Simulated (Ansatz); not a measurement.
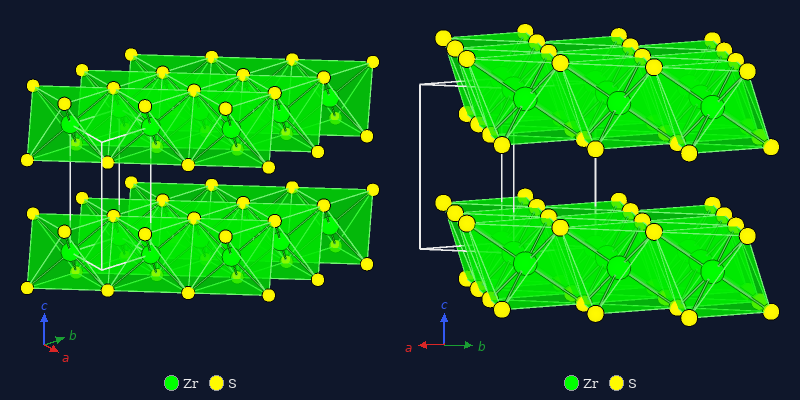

Polyhedra are drawn about Zr (bonds: S–Zr below 2.9 Å); other atoms are plain spheres. Two views of the same piece.

The compound is ZrS2 (space group P-3m1, No. 164), taken as the geometry relaxed with DFT PBEsol, scalar-relativistic, plane waves, PAW in Ansatz 0.2.0.

**What figure surrounds each Zr atom, and what does it share with the other drawn polyhedra?**

Zr: ZrS6 octahedron, sharing edges with six neighbours.

**What is the connectivity of the polyhedra: isolated, groups, chains, layers or framework?**

They form layers of edge-sharing octahedra parallel to (001).

**How far apart are the centres of linked polyhedra?**

Centre to centre across a shared edge: 3.63 Å.
